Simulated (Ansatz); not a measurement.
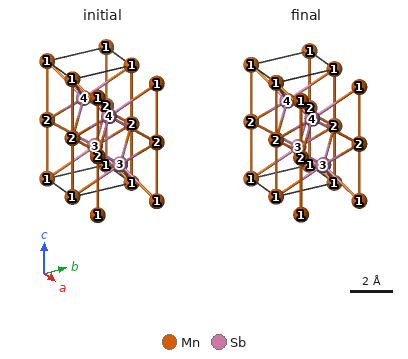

The structure of crystalline MnSb (set up in P6_3/mmc) before (left) and after (right) a relaxation, at one scale.

The picture is a ball-and-stick view of the cell of the calculation, repeated 2 × 1 × 1 with one cell outlined, seen slightly off an axis.

These are results of DFT PBE, scalar-relativistic, plane waves, PAW in Ansatz 0.2.0, not measurements.

Input
```yaml
crystal:
  lattice:
    - [4.15, 0.0, 0.0]
    - [-2.075, 3.5940054257, 0.0]
    - [0.0, 0.0, 5.78]
  atoms:
    - { symbol: Mn, position: [0.0, 0.0, 0.0], spin: 3.79 }
    - { symbol: Mn, position: [0.0, 0.0, 0.5], spin: 3.79 }
    - { symbol: Sb, position: [0.3333333333, 0.6666666667, 0.25], spin: -0.14 }
    - { symbol: Sb, position: [0.6666666667, 0.3333333333, 0.75], spin: -0.14 }
basis:
  ecutwfc: 420
kpoints:
  mp_grid: { grid: [12, 12, 8] }
hamiltonian:
  xc: pbe
scf:
  occupations: { method: gaussian, width: 0.1 }
output:
  forces: true
  stress: true
  eigenvalues: true
  populations: true
magnetization:
  spin_polarized: true
relax:
  adjacent_minimum: "off"
  f_tol: 0.005
  max_steps: 80
  cell: { stress_tol: 0.05 }
```

Run as
```bash
ansatz run input.yaml --threads 1 --pin off --max-ram 2560MiB --backend cpu --events-out ev --progress --plain --runs-dir out
```

**Summarise the run.**

After 3 accepted moves (4 points after the start) the energy has fallen by 13.5 meV per atom. All forces vanish by symmetry, so only the cell relaxes. Pressure: −3.15 GPa at the start and 0.00 GPa at the end. The SCF was repeated once at an unchanged geometry on a basis and grid sized afresh for the cell, which shifted the energy by 0.4 meV per atom at most. No atom moves by more than 0.005 Å relative to the cell. The volume changes by −5.6 %, with a = b 4.150 → 4.097 Å (−1.3 %), c 5.780 → 5.597 Å (−3.2 %). Some distances before and after: Mn1–Mn2 2.890 → 2.798 Å, Mn1–Sb3 2.798 → 2.748 Å. The space group stays P6_3/mmc (No. 194).
